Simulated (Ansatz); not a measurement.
# Ti2Si5: single-point calculation

Ti2Si5 (slab, 14 atoms in the cell), computed with DFT, r2SCAN, plane waves, PAW, no spin polarisation (Ansatz 0.2.0).

The structure derives from a Materials Project entry. Figures and captions count atoms from 1; the log counts them from 0 in places.

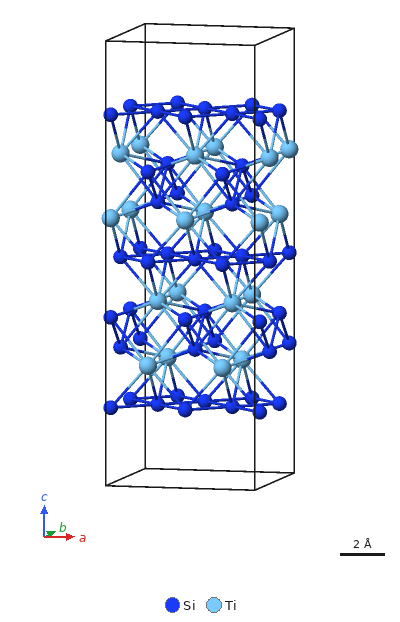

*The input geometry (ball-and-stick view of the 2 × 2 repeat of the cell, with the vacuum cut short, seen slightly off an axis). An atom can appear more than once, as a periodic image.*

Near neighbours in the periodic cell (some may lie outside the picture): Si has 4 Si at 2.51 Å and 2 Ti at 2.66 Å; Ti has 10 Si at 2.58 to 2.81 Å; Si has 2 Si at 2.38 Å and 6 Ti at 2.58 to 2.81 Å; Si has 4 Si at 2.51 Å and 4 Ti at 2.66 Å.

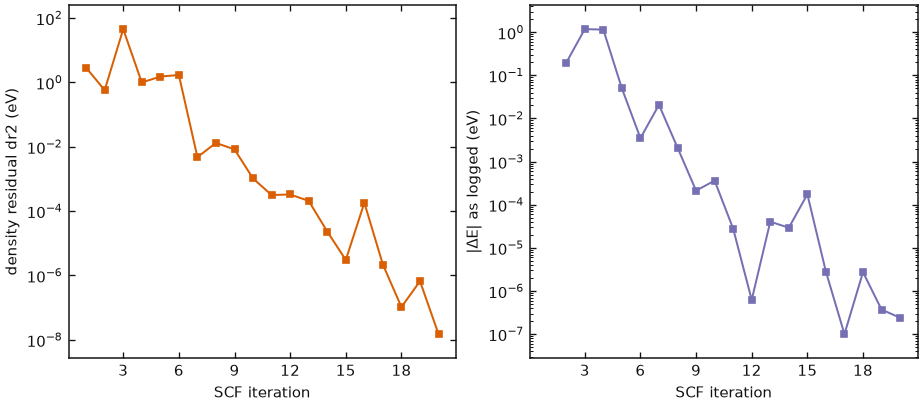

*Convergence of the self-consistent field: density residual dr2 and size of the energy change against the SCF iteration.*

The residual falls unevenly and jumps up by a factor of two or more 4 times on the way down.

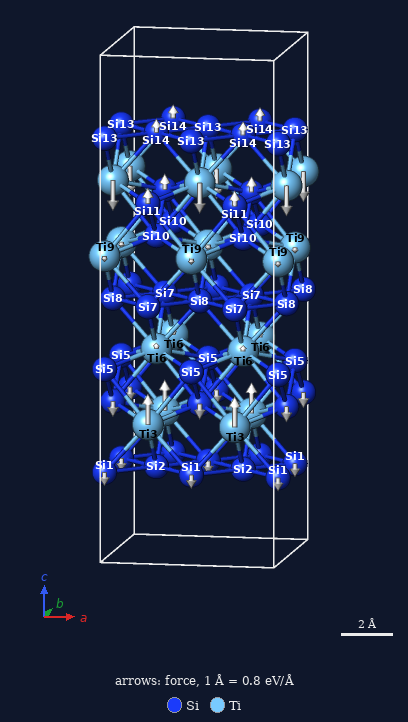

*Forces on the atoms as white arrows (ball-and-stick view of the 2 × 2 repeat of the cell, with the vacuum cut short, seen slightly off an axis; atoms are numbered from 1 in the order of the input); the smallest are left out.*

The largest act on Ti3, Ti12 (1.00 eV/Å); Si4, Si11 (0.52 eV/Å); Si1, Si14 (0.45 eV/Å). The geometry is not a stationary point of this energy.

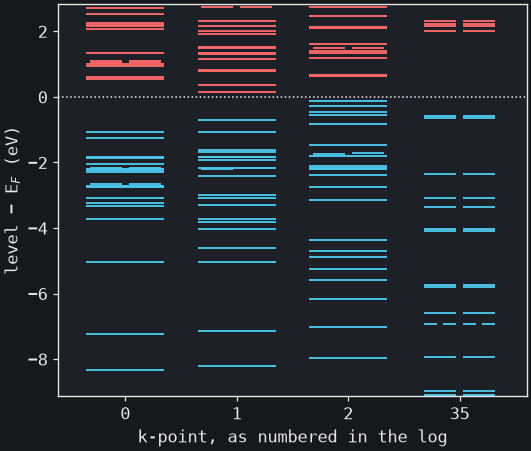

*Kohn–Sham levels near the Fermi level (dotted) at the few k-points that the log prints; levels within 0.02 eV of each other stand side by side.*

The system is metallic on the full mesh.

The input that produced these results follows, with the program's output.

### The input
```yaml
crystal:
  lattice:
    - [3.5284141149, 0.0, 0.0]
    - [0.0, 3.5645615983, 0.0]
    - [0.0, 0.0, 28.5159753577]
  atoms:
    - { symbol: Si, position: [0.0, 0.25, 0.2630104671] }
    - { symbol: Si, position: [0.5, 0.75, 0.2631891051] }
    - { symbol: Ti, position: [0.5, 0.25, 0.3326667108] }
    - { symbol: Si, position: [0.0, 0.75, 0.3539250216] }
    - { symbol: Si, position: [0.0, 0.25, 0.4091747645] }
    - { symbol: Ti, position: [0.5, 0.75, 0.4304330754] }
    - { symbol: Si, position: [0.5, 0.25, 0.499910681] }
    - { symbol: Si, position: [0.0, 0.75, 0.500089319] }
    - { symbol: Ti, position: [0.0, 0.25, 0.5695669246] }
    - { symbol: Si, position: [0.5, 0.75, 0.5908252355] }
    - { symbol: Si, position: [0.5, 0.25, 0.6460749784] }
    - { symbol: Ti, position: [0.0, 0.75, 0.6673332892] }
    - { symbol: Si, position: [0.0, 0.25, 0.7368108949] }
    - { symbol: Si, position: [0.5, 0.75, 0.7369895329] }
basis:
  ecutwfc: 500
kpoints:
  mp_grid: { grid: [10, 10, 1] }
hamiltonian:
  xc: r2scan
scf:
  occupations: { method: tetrahedron }
output:
  forces: true
  eigenvalues: true
  stress: true
efield:
  axis: 3
  dipole_correction: true
  ramp_width: 0.04
```

Run as:
```bash
ansatz run input.yaml --threads 2 --pin off --max-ram 5120MiB --backend cpu --events-out ev --progress --plain --runs-dir out
```

### Log
```
Warning: output.forces, output.stress, relax.cell or npt_langevin: where a Kohn–Sham band that disperses or a degenerate level is filled in part under the method tetrahedron, the forces or the stress that this run publishes need not agree with its energy (scf.occupations.method in the input reference, under Limitations); prefer a smearing scheme for the forces or the stress
Engine: ansatz 0.2.0, x86_64-unknown-linux-gnu
Pseudopotentials: kind: paw
Pseudopotential: Si, paw, valence charge 4, recommended cutoff 500 eV (meta_gga), Si.paw.azcp
Pseudopotential: Ti, paw, valence charge 12, recommended cutoff 500 eV (meta_gga), Ti.paw.azcp
Functional definition: r2SCAN
  parameter k0 = 0.174
  parameter k1 = 0.065
  parameter a1 = 4.9479
  exchange = r2scan_x(k0 = k0, k1 = k1, a1 = a1)
  correlation = r2scan_c
Crystal: 14 atoms, lattice volume = 358.653 Å³
Basis set: ecut = 500 eV, 9179 PW (Γ), exchange–correlation on 108×108×864 points (64 copies of the dense FFT grid, shifted against one another)
Bands: 58, of which v1, the nominal top of the filled ones, is band 44 counted from 1 (43 counted from 0)
Symmetry: 4 space group operations
k-points: 36 of 100
Non-local potential: Si, projectors of the file, l = 0: 2, l = 1: 2, l = 2: 2
Non-local potential: Ti, projectors of the file, l = 0: 3, l = 1: 2, l = 2: 3, l = 3: 1
PAW form: soft (Blöchl's): semilocal exchange-correlation on the pseudo side does not see the compensation charge
PAW frozen core: Si, regenerated for the run's functional (the file was generated under x = pbe(κ = 0.804, μ = 0.2195149727645171), c = pbe(β = 0.06672455060314922))
PAW frozen core: Ti, regenerated for the run's functional (the file was generated under x = pbe(κ = 0.804, μ = 0.2195149727645171), c = pbe(β = 0.06672455060314922))
PAW one-centre angular grid: Si, 302 points (default); XC on 160 Gauss nodes
PAW one-centre angular grid: Ti, 590 points (default); XC on 160 Gauss nodes
Initial density: superposition of atomic densities (neutral atoms: chi_scale 0, normalization atom), corrected by the library's trained network
Initial wavefunctions: pseudopotential atomic-orbital guess
Functional: x = r2scan, c = r2scan; τ floored in thin density (d = 2e-4 eV/Å³)
SCF iter   1: F=—  HF=-16411.455350 eV  |F-HF|=—  |Δ(HF+E_count)|=         —  Δρ=9.98e-3  dr2=2.85e0  dr2_τ=1.11e-1  ethr=1.77e-3  p=0.000 e·Å  D=1.06e-13 V/Å  ΔV_dip=-0.00 eV  dr2_dipole=9.00e-8  V_vac-E_F(+/−)=4.62/4.62 eV  ⟨swp⟩=8.9  Hψ=10919  notcnv=0  defer=53
efield: sawtooth ramp at fractional position 0.9800 (placed from the atoms, in the widest stretch of the axis that holds none; the zero of the levels goes with the place), width 0.0400; the density the first Hamiltonian is built on has a dipole p = 0.000 e·Å; the dipole correction subtracts the counter field D = 1.06e-13 V/Å, which shifts the + side's vacuum level by -0.00 eV against the − side's; the planar-averaged density in the ramp window peaks in size at 1.9e-5 e/Å³
preconditioner: auto → none  [metal: no gap  n_scr=62 (ndim 8)  ℏωp=14.7 eV  f_vac=0.388  sad-step TF]
SCF iter   2: F=—  HF=-16411.651240 eV  |F-HF|=—  |Δ(HF+E_count)|=   1.96e-1  Δρ=4.47e-3  dr2=5.71e-1  dr2_τ=1.00e-2  ethr=1.77e-3  p=0.000 e·Å  D=6.11e-8 V/Å  ΔV_dip=-0.00 eV  dr2_dipole=4.14e-10  V_vac-E_F(+/−)=4.71/4.71 eV  ⟨swp⟩=3.1  Hψ=3644  notcnv=0  defer=212  κ⁻¹=1.0e0(r=1)
SCF iter   3: F=—  HF=-16412.834761 eV  |F-HF|=—  |Δ(HF+E_count)|=    1.18e0  Δρ=1.89e-2  dr2=4.50e1  dr2_τ=4.85e-2  ethr=6.49e-4  p=-0.000 e·Å  D=-5.76e-5 V/Å  ΔV_dip=0.00 eV  dr2_dipole=1.74e-5  V_vac-E_F(+/−)=5.85/5.85 eV  ⟨swp⟩=5.0  Hψ=6277  notcnv=0  defer=244  κ⁻¹=1.5e-2(r=2)
SCF iter   4: F=—  HF=-16411.688515 eV  |F-HF|=—  |Δ(HF+E_count)|=    1.15e0  Δρ=8.24e-3  dr2=9.91e-1  dr2_τ=1.42e-2  ethr=6.49e-4  p=-0.000 e·Å  D=-2.18e-4 V/Å  ΔV_dip=0.01 eV  dr2_dipole=3.04e-3  V_vac-E_F(+/−)=5.35/5.34 eV  ⟨swp⟩=4.6  Hψ=4220  notcnv=0  defer=221  κ⁻¹=5.2e-3(r=3)
SCF iter   5: F=—  HF=-16411.638507 eV  |F-HF|=—  |Δ(HF+E_count)|=   5.00e-2  Δρ=3.32e-3  dr2=1.51e0  dr2_τ=1.44e-3  ethr=6.49e-4  p=0.013 e·Å  D=6.50e-3 V/Å  ΔV_dip=-0.19 eV  dr2_dipole=1.30e0  V_vac-E_F(+/−)=5.05/5.23 eV  ⟨swp⟩=3.1  Hψ=3272  notcnv=0  defer=223  κ⁻¹=3.8e-3(r=4)
SCF iter   6: F=—  HF=-16411.642007 eV  |F-HF|=—  |Δ(HF+E_count)|=   3.50e-3  Δρ=3.44e-3  dr2=1.69e0  dr2_τ=1.57e-3  ethr=6.49e-4  p=-0.014 e·Å  D=-7.20e-3 V/Å  ΔV_dip=0.21 eV  dr2_dipole=1.46e0  V_vac-E_F(+/−)=5.24/5.04 eV  ⟨swp⟩=2.2  Hψ=2460  notcnv=0  defer=219  κ⁻¹=1.5e-4(r=5)
SCF iter   7: F=—  HF=-16411.621322 eV  |F-HF|=—  |Δ(HF+E_count)|=   2.07e-2  Δρ=8.46e-4  dr2=4.75e-3  dr2_τ=1.03e-4  ethr=6.49e-4  p=0.000 e·Å  D=1.13e-4 V/Å  ΔV_dip=-0.00 eV  dr2_dipole=2.80e-4  V_vac-E_F(+/−)=5.22/5.22 eV  ⟨swp⟩=1.9  Hψ=2040  notcnv=0  defer=219  κ⁻¹=2.9e-5(r=6)
SCF iter   8: F=—  HF=-16411.623437 eV  |F-HF|=—  |Δ(HF+E_count)|=   2.11e-3  Δρ=9.04e-4  dr2=1.31e-2  dr2_τ=1.73e-4  ethr=5.40e-6  p=-0.002 e·Å  D=-1.12e-3 V/Å  ΔV_dip=0.03 eV  dr2_dipole=2.17e-4  V_vac-E_F(+/−)=5.28/5.25 eV  ⟨swp⟩=4.2  Hψ=4131  notcnv=0  defer=218  κ⁻¹=2.7e-5(r=7)
SCF iter   9: F=—  HF=-16411.623225 eV  |F-HF|=—  |Δ(HF+E_count)|=   2.12e-4  Δρ=7.17e-4  dr2=8.23e-3  dr2_τ=1.05e-4  ethr=5.40e-6  p=0.002 e·Å  D=9.83e-4 V/Å  ΔV_dip=-0.03 eV  dr2_dipole=1.08e-3  V_vac-E_F(+/−)=5.26/5.29 eV  ⟨swp⟩=3.4  Hψ=3040  notcnv=0  defer=218  κ⁻¹=1.7e-5(r=8)
SCF iter  10: F=—  HF=-16411.622863 eV  |F-HF|=—  |Δ(HF+E_count)|=   3.62e-4  Δρ=2.80e-4  dr2=1.03e-3  dr2_τ=1.58e-5  ethr=5.40e-6  p=0.000 e·Å  D=7.52e-5 V/Å  ΔV_dip=-0.00 eV  dr2_dipole=1.78e-5  V_vac-E_F(+/−)=5.28/5.29 eV  ⟨swp⟩=2.6  Hψ=2642  notcnv=0  defer=218  κ⁻¹=8.3e-7(r=8)
SCF iter  11: F=—  HF=-16411.622835 eV  |F-HF|=—  |Δ(HF+E_count)|=   2.78e-5  Δρ=1.67e-4  dr2=3.14e-4  dr2_τ=5.06e-6  ethr=1.17e-6  p=-0.000 e·Å  D=-2.10e-4 V/Å  ΔV_dip=0.01 eV  dr2_dipole=3.55e-5  V_vac-E_F(+/−)=5.28/5.27 eV  ⟨swp⟩=3.5  Hψ=3331  notcnv=0  defer=218  κ⁻¹=3.5e-6(r=8)
SCF iter  12: F=—  HF=-16411.622835 eV  |F-HF|=—  |Δ(HF+E_count)|=   6.20e-7  Δρ=1.52e-4  dr2=3.28e-4  dr2_τ=4.28e-6  ethr=3.57e-7  p=0.000 e·Å  D=1.77e-4 V/Å  ΔV_dip=-0.01 eV  dr2_dipole=3.67e-6  V_vac-E_F(+/−)=5.27/5.28 eV  ⟨swp⟩=3.1  Hψ=3134  notcnv=0  defer=218  κ⁻¹=4.4e-6(r=8)
SCF iter  13: F=—  HF=-16411.622795 eV  |F-HF|=—  |Δ(HF+E_count)|=   4.04e-5  Δρ=5.33e-5  dr2=2.07e-4  dr2_τ=5.25e-7  ethr=3.57e-7  p=-0.000 e·Å  D=-1.21e-5 V/Å  ΔV_dip=0.00 eV  dr2_dipole=3.17e-10  V_vac-E_F(+/−)=5.28/5.28 eV  ⟨swp⟩=2.8  Hψ=2712  notcnv=0  defer=218  κ⁻¹=2.5e-6(r=8)
SCF iter  14: F=—  HF=-16411.622824 eV  |F-HF|=—  |Δ(HF+E_count)|=   2.93e-5  Δρ=2.90e-5  dr2=2.31e-5  dr2_τ=1.78e-7  ethr=2.35e-7  p=0.000 e·Å  D=3.35e-7 V/Å  ΔV_dip=-0.00 eV  dr2_dipole=6.43e-7  V_vac-E_F(+/−)=5.28/5.28 eV  ⟨swp⟩=2.0  Hψ=2279  notcnv=0  defer=218  κ⁻¹=1.3e-6(r=8)
SCF iter  15: F=—  HF=-16411.622651 eV  |F-HF|=—  |Δ(HF+E_count)|=   1.74e-4  Δρ=1.67e-5  dr2=3.03e-6  dr2_τ=5.59e-8  ethr=2.62e-8  p=-0.000 e·Å  D=-4.92e-6 V/Å  ΔV_dip=0.00 eV  dr2_dipole=6.06e-7  V_vac-E_F(+/−)=5.28/5.28 eV  ⟨swp⟩=2.2  Hψ=2757  notcnv=0  defer=218  κ⁻¹=3.8e-5(r=8)
SCF iter  16: F=—  HF=-16411.622653 eV  |F-HF|=—  |Δ(HF+E_count)|=   2.80e-6  Δρ=3.07e-5  dr2=1.81e-4  dr2_τ=1.37e-7  ethr=3.44e-9  p=0.000 e·Å  D=6.19e-5 V/Å  ΔV_dip=-0.00 eV  dr2_dipole=1.60e-4  V_vac-E_F(+/−)=5.28/5.28 eV  ⟨swp⟩=3.4  Hψ=2954  notcnv=0  defer=218  κ⁻¹=9.3e-5(r=8)
SCF iter  17: F=—  HF=-16411.622653 eV  |F-HF|=—  |Δ(HF+E_count)|=   9.99e-8  Δρ=7.47e-6  dr2=2.17e-6  dr2_τ=9.83e-9  ethr=3.44e-9  p=-0.000 e·Å  D=-4.83e-6 V/Å  ΔV_dip=0.00 eV  dr2_dipole=1.01e-6  V_vac-E_F(+/−)=5.28/5.28 eV  ⟨swp⟩=3.0  Hψ=2584  notcnv=0  defer=218  κ⁻¹=2.1e-5(r=8)
SCF iter  18: F=—  HF=-16411.622650 eV  |F-HF|=—  |Δ(HF+E_count)|=   2.73e-6  Δρ=3.04e-6  dr2=1.04e-7  dr2_τ=1.30e-9  ethr=2.47e-9  p=-0.000 e·Å  D=-2.99e-6 V/Å  ΔV_dip=0.00 eV  dr2_dipole=6.16e-8  V_vac-E_F(+/−)=5.28/5.28 eV  ⟨swp⟩=2.1  Hψ=2191  notcnv=0  defer=218  κ⁻¹=4.0e-5(r=8)
SCF iter  19: F=—  HF=-16411.622651 eV  |F-HF|=—  |Δ(HF+E_count)|=   3.70e-7  Δρ=4.97e-6  dr2=6.62e-7  dr2_τ=4.39e-9  ethr=1.14e-10  p=0.000 e·Å  D=9.74e-6 V/Å  ΔV_dip=-0.00 eV  dr2_dipole=8.50e-8  V_vac-E_F(+/−)=5.28/5.28 eV  ⟨swp⟩=13.1  Hψ=9699  notcnv=0  κ⁻¹=1.0e-4(r=8)
SCF iter  20: F=-16411.622651 eV  HF=-16411.622651 eV  |F-HF|=1.28e-8  |Δ(HF+E_count)|=   2.39e-7  Δρ=1.07e-6  dr2=1.50e-8  dr2_τ=1.46e-10  ethr=1.14e-10  p=-0.000 e·Å  D=-8.47e-7 V/Å  ΔV_dip=0.00 eV  dr2_dipole=3.33e-9  V_vac-E_F(+/−)=5.28/5.28 eV  ⟨swp⟩=3.3  Hψ=7650  notcnv=0
SCF 1 converged in 20 iterations: F = -16411.622651 eV  dr2 = 1.50e-8
  greatest PAW one-centre occupation: 1.001 electrons in one spin orbital (limit 2), on the Ti atom at site 2 (counted from 0), in its partial waves of l = 1
SCF converged after 20 iterations
Stability not checked: this state was not tested for a lower state beside it, because cold or Methfessel-Paxton smearing, or corrected tetrahedra, fill the levels in a way that the test cannot read (fill_not_monotonic; see scf.lower_state_search)
Free energy (F): -16411.622651 eV
Harris-Foulkes:  -16411.622651 eV  (|F-HF|=1.28e-8)
Internal energy: -16411.622537 eV  (E = F + TS)
E sigma→0 (E₀):  -16411.622651 eV
Entropy (-TS):   -0.000114 eV (-0.008 meV/atom)
Fermi energy:    4.556529 eV
Dipole field:    D = 0.000057 V/Å  (p = 0.000113 e·Å, saw-weighted, corrected)
Work function:   Φ+ = 5.2784 eV   Φ− = 5.2800 eV
Levels:          The Fermi level and band energies are counted from a zero that moves with the ramp; work functions are not
--- Per-component energies (eV) ---
  E_band       = -1171.976446
  E_kinetic    = 1517.506080
  E_local      = -66332.335412  (includes V_loc(G=0)·N_el)
  E_nonlocal   = 275.632743
  E_hartree    = 32552.456208
  E_xc         = -898.372406
  E_vxc        = -1048.264108  (∫ρ·V_xc dr)
  E_paw        = -9422.395270  (= ΣΔE_a)
  E_vpaw       = -747.429524  (= ΣTr[D̂ρ^β])
  E_aug_tail   = 0.000449  (compensation charges beyond the density's cutoff)
  E_vtau       = 57.987932  (kinetic-family band-sum trace: ∫τ·v_τ [+ j·A + Jᵃ·Aᵃ] dr)
  E_efield     = 0.000000  (sawtooth field / dipole correction)
  E_vefield    = 0.000000  (∫n·V_field dr)
  E_ewald      = 25897.663229
  E_core_change = -1.778158  (= ΣΔE_core)
  E_smearing   = -0.000114  (= −TS)
  E_closure    = -0.000000  (closes the sum)
  Σ components = -16411.622651   (vs F -16411.622651, Δ=0.00e0)
--- Forces (eV/Å), atoms counted from 1 ---
  atom   1  Si     0.00000000    -0.00000000    -0.45148289
  atom   2  Si     0.00000000     0.00000000    -0.19773960
  atom   3  Ti    -0.00000000    -0.00000000     1.00329371
  atom   4  Si     0.00000000    -0.00000000    -0.51890510
  atom   5  Si     0.00000000     0.00000000    -0.01181102
  atom   6  Ti    -0.00000000     0.00000000     0.20112594
  atom   7  Si     0.00000000     0.00000000    -0.02241316
  atom   8  Si    -0.00000000     0.00000000     0.02244085
  atom   9  Ti     0.00000000    -0.00000000    -0.20112997
  atom  10  Si    -0.00000000     0.00000000     0.01180111
  atom  11  Si    -0.00000000     0.00000000     0.51889807
  atom  12  Ti     0.00000000    -0.00000000    -1.00330205
  atom  13  Si    -0.00000000     0.00000000     0.19774054
  atom  14  Si    -0.00000000    -0.00000000     0.45148174
  max |Σ_I F_I| component: 1.84e-6 eV/Å
--- Stress (GPa, compression-positive) ---
       -1.097099       0.000000      -0.000000
        0.000000      -1.359048       0.000000
       -0.000000       0.000000       1.243690
  P = ⅓ Tr σ = -0.4042 GPa (-4.042 kbar)
--- Band table (eV; the first three rows and the last of 36) ---
  k-point 0: bands = ["-54.6008", "-54.6006", "-54.5099", "-54.5099", "-29.8829", "-29.8772", "-29.8548", "-29.8542", "-29.8396", "-29.8390", "-29.7656", "-29.7644", "-29.7532", "-29.7531", "-29.7277", "-29.7277", "-9.0429", "-8.3701", "-7.9966", "-7.1316", "-6.7264", "-3.7659", "-2.6690", "-0.4658", "0.8445", "1.2415", "1.3218", "1.4794", "1.8056", "1.8432", "1.8896", "1.8993", "2.2543", "2.3278", "2.3602", "2.3868", "2.3872", "2.5128", "2.6958", "2.7287", "3.2903", "3.4885", "5.1150", "5.1706", "5.5109", "5.5689", "5.6040", "5.6224", "5.6495", "5.6585", "5.8968", "6.6284", "6.7181", "6.7592", "6.8026", "7.0887", "7.2658", "7.4386"]
  k-point 1: bands = ["-54.6004", "-54.6002", "-54.5096", "-54.5096", "-29.8814", "-29.8765", "-29.8613", "-29.8612", "-29.8389", "-29.8384", "-29.7656", "-29.7647", "-29.7526", "-29.7526", "-29.7334", "-29.7333", "-8.9185", "-8.2451", "-7.8769", "-7.0164", "-6.6179", "-3.6606", "-2.5849", "-0.4669", "-0.0588", "0.5280", "0.7400", "0.8179", "1.2451", "1.4799", "1.5624", "2.1498", "2.3673", "2.3796", "2.3992", "2.6460", "2.7127", "2.7336", "2.8875", "2.9373", "3.4760", "3.8557", "4.7138", "4.9046", "5.3530", "5.3894", "5.7076", "5.8603", "5.8997", "6.0425", "6.0738", "6.4877", "6.5726", "6.7301", "6.8849", "7.2852", "7.3039", "7.6346"]
  k-point 2: bands = ["-54.5993", "-54.5992", "-54.5087", "-54.5087", "-29.8837", "-29.8829", "-29.8742", "-29.8689", "-29.8372", "-29.8367", "-29.7666", "-29.7664", "-29.7512", "-29.7512", "-29.7475", "-29.7472", "-8.5484", "-7.8736", "-7.5199", "-6.6727", "-6.2935", "-3.4040", "-2.4551", "-1.6064", "-1.0386", "-0.7082", "-0.3356", "-0.1598", "0.2044", "1.4081", "1.7936", "2.1824", "2.3526", "2.4015", "2.4359", "2.7551", "2.8212", "2.8321", "3.0857", "3.7425", "4.0107", "4.1106", "4.2883", "4.4381", "5.1888", "5.2210", "5.7555", "5.8877", "5.9716", "6.0348", "6.0504", "6.1652", "6.6682", "6.6933", "7.0343", "7.3069", "7.6517", "7.7131"]
  k-point 35: bands = ["-54.5922", "-54.5922", "-54.5020", "-54.5020", "-29.9152", "-29.9152", "-29.9052", "-29.9052", "-29.8570", "-29.8570", "-29.8200", "-29.8200", "-29.7717", "-29.7717", "-29.7610", "-29.7610", "-4.5325", "-4.5325", "-4.4227", "-4.4227", "-3.3772", "-3.3772", "-2.3850", "-2.3850", "-2.3719", "-2.3719", "-2.0271", "-2.0271", "-1.2389", "-1.2389", "-1.1828", "-1.1828", "0.4724", "0.4725", "0.5267", "0.5267", "1.1837", "1.1837", "1.4857", "1.4857", "2.2044", "2.2044", "3.9088", "3.9088", "3.9730", "3.9730", "6.5692", "6.5693", "6.7130", "6.7130", "6.7666", "6.7666", "6.8603", "6.8603", "7.4103", "7.4103", "7.5021", "7.5021"]
```

### Results in brief

- outcome: converged
- electrons treated: 88
- free energy: −16411.6227 eV
- Fermi energy: 4.557 eV
- gap on the k-point mesh: none (metallic)
- largest force (length of the vector): 1.003 eV/Å
- hardware: 2 threads of Intel Xeon (Sapphire Rapids), 192 GiB of memory available, shared host
- wall time: 2.2 min (CPU time 4.2 min)
- peak memory: 1.5 GiB

### Remarks

Settings chosen away from the usual ones: scf.occupations.width removed; scf.occupations.method set to tetrahedron (from gaussian). The program warns: forces and stress from tetrahedron occupations may miss the slope of the energy.
